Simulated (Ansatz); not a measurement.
The coordinates of a crystal:

```
CELL_PARAMETERS angstrom
4.63329 0.00000 0.00000
-2.31665 4.01255 0.00000
0.00000 0.00000 8.47408
ATOMIC_POSITIONS crystal
Si 0.66667 0.33333 0.93608
Si 0.66667 0.33333 0.56392
Si 0.33333 0.66667 0.06392
Si 0.33333 0.66667 0.43608
O 0.00000 0.35122 0.00000
O 0.35122 0.35122 0.50000
O 0.64878 0.00000 0.50000
O 0.64878 0.64878 0.00000
O 0.00000 0.64878 0.50000
O 0.66667 0.33333 0.75000
O 0.33333 0.66667 0.25000
O 0.35122 0.00000 0.00000
```

> Say what kind of structure these coordinates give.

The solid is SiO2. The lattice is primitive hexagonal and the space group P6_322 (No. 182). The cell comprises 4 formula units: 4 Si, 8 O. The coordination shell of Si holds four O in a tetrahedral arrangement at 1.58 to 1.60 Å. Each O atom is coordinated by two Si at 1.58 to 1.60 Å. The bonds build a three-dimensional framework.

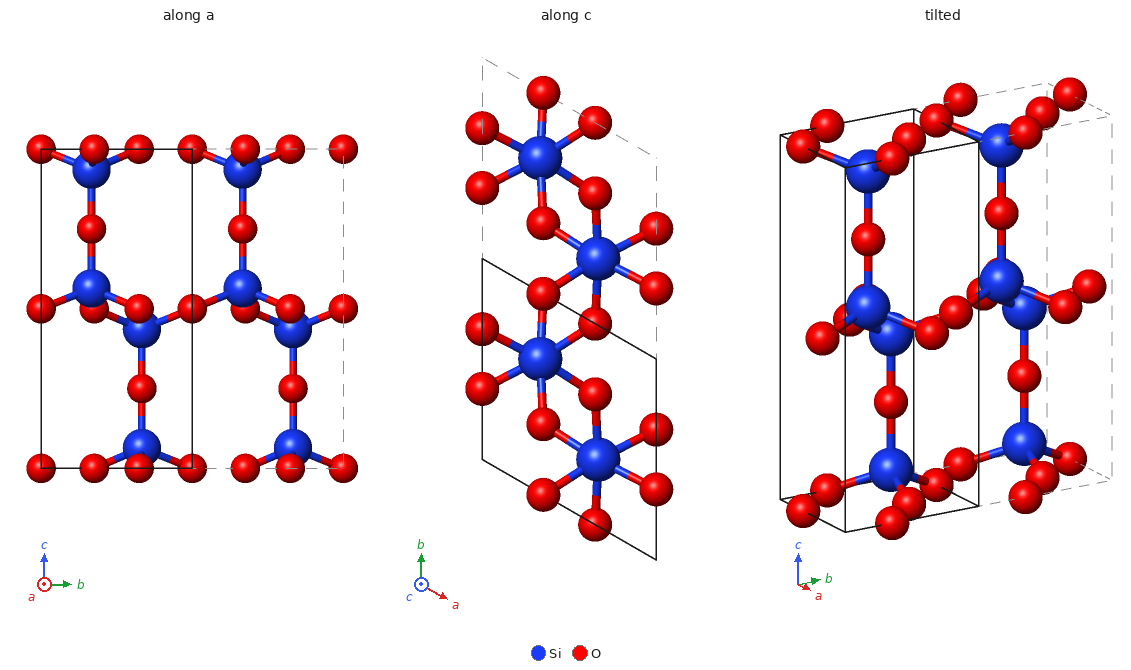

Ball-and-stick drawing of the structure, looking along the a axis, along the c axis and slightly off an axis. 1×2×1 cells are drawn; the solid outline is the conventional unit cell. Colours: silicon blue, oxygen red.

The model was built from a structure listed in the Materials Project. Earlier steps of the study, as a rule a relaxation of our own, may have changed the cell and positions, so they can lie some per cent off the listed ones. A calculation with Ansatz used it as input.

At this level of theory the run's own cell isn't at rest (compressed, at 8 GPa), so its distances can differ from those at equilibrium, the more so the softer the solid.
